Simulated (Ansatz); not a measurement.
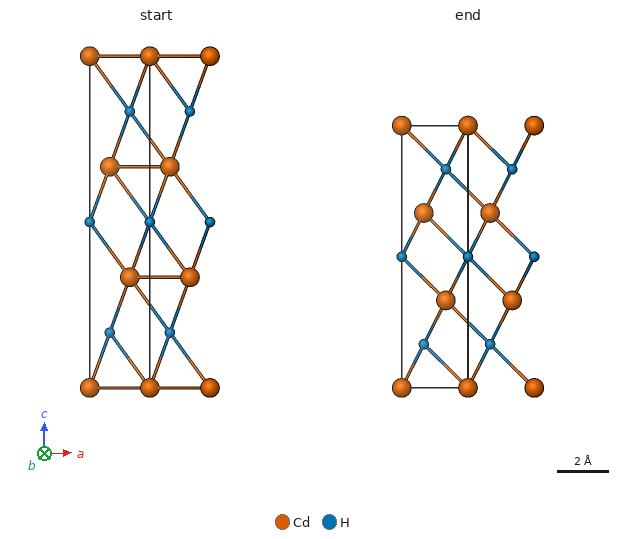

The structure of crystalline CdH (built on the CuPt (L1_1)_166 type) before (left) and after (right) a relaxation, at one scale.

Style: ball-and-stick. Shown: the conventional cell (3 times the calculation's cell), repeated 2 × 1 × 1 with one cell outlined, along the b axis. Lengths and directions refer to the drawn axes.

Case: CuPt (L1_1) type (R-3m, No. 166).

Computed with DFT PBE, scalar-relativistic, plane waves, PAW (Ansatz).

Input
```yaml
crystal:
  lattice:
    - [1.3804958126, 0.797029629, 4.3971348105]
    - [-1.3804958126, 0.797029629, 4.3971348105]
    - [0.0, -1.594059258, 4.3971348105]
  atoms:
    - { symbol: Cd, position: [0.0, 0.0, 0.0] }
    - { symbol: H, position: [0.5, 0.5, 0.5] }
basis:
  ecutwfc: 420
kpoints:
  mp_grid: { grid: [24, 24, 24] }
hamiltonian:
  xc: pbe
scf:
  occupations: { method: gaussian, width: 0.1 }
output:
  forces: true
  stress: true
  eigenvalues: true
  write_density: true
  write_potential: true
  elf: true
  volumetric_format: npy
relax:
  adjacent_minimum: "off"
  f_tol: 0.01
  max_steps: 80
  cell: { stress_tol: 0.05 }
```

Command:
```bash
ansatz run input.yaml --threads 1 --pin off --max-ram 2560MiB --backend cpu --events-out ev --progress --plain --runs-dir out
```

What changed between the two?

Answer. Over 8 accepted moves (10 points after the start) the energy falls by 205 meV per atom. All forces vanish by symmetry, so only the cell relaxes. Pressure: 3.24 GPa at the start and 0.02 GPa at the end. At 2 points the geometry stayed and the basis and grid were re-selected for the new cell (energy shift of 1.2 meV per atom at most each time). The atoms keep their places relative to the cell (all moves are under 0.005 Å). The drawn cell changes as follows: a = b 2.761 → 3.043 Å (+10.2 %), c 13.191 → 10.432 Å (−20.9 %); the volume changes by −4.0 %. Near-neighbour distances that change, for instance: Cd1–Cd1 2.761 → 3.043 Å, Cd1–H2 2.716 → 2.472 Å. The space group stays R-3m (No. 166). The run took 5.6 min on 1 thread of Arm Neoverse V2 (shared host), peak memory 0.79 GiB.
